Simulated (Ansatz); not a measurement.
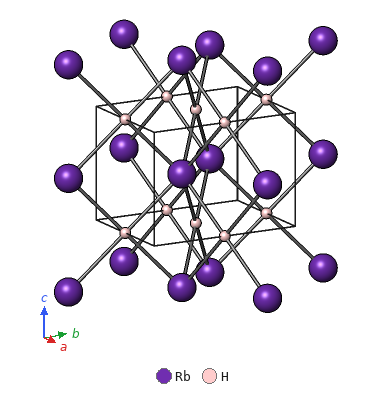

The crystal in a ball-and-stick representation, seen slightly off an axis. The edges of the conventional unit cell are marked. Atoms just outside the outline that bond to atoms inside are added. Cell: a = 7.16 Å, b = 7.16 Å, c = 4.01 Å, α = 90.00°, β = 90.00°, γ = 120.00°.

Origin of the cell: a random cell made by a generator, so it need not be a real form of the compound. Earlier steps of the study may have refined or changed the cell and positions. It was run through Ansatz as a DFT input.

Q: Characterise what is shown.

A: The compound is Rb2H3. The symmetry is that of P6/mmm (No. 191), on a primitive hexagonal lattice. The cell has 5 atoms, namely 2 Rb, 3 H. The Rb atoms are each bonded to six H in a distorted trigonal prismatic arrangement at about 2.9 Å. Each H atom is coordinated by four Rb in a square planar arrangement at about 2.9 Å. The bonds build a three-dimensional framework.

The calculation used DFT PBE, scalar-relativistic, plane waves, PAW (Ansatz), with a kinetic-energy cutoff of 420 eV, a 6×6×10 mesh of k-points, Gaussian smearing of 0.1 eV, no spin polarisation.

Q: Classify it as metallic or gapped, with the value.

A: A metal: bands cross the Fermi level.

Q: What are the atomic charges by Bader's partition?

A: Rb +0.77 e; H -0.52 e.

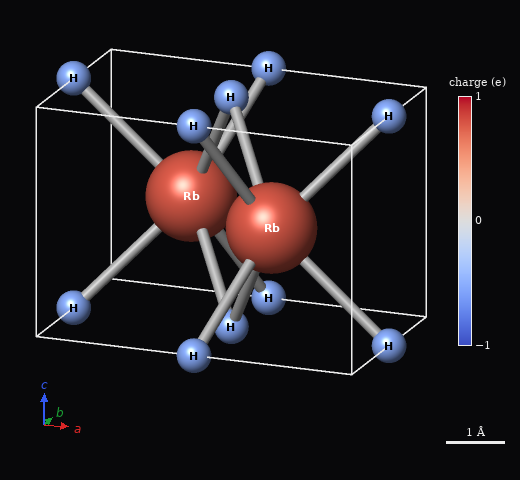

The atoms coloured by those charges. The run's cell of 5 atoms is drawn.

Q: Can this geometry be taken as optimised?

A: Yes. All forces vanish to within 0.01 eV/Å. The pressure is 0.0 GPa, close to zero.
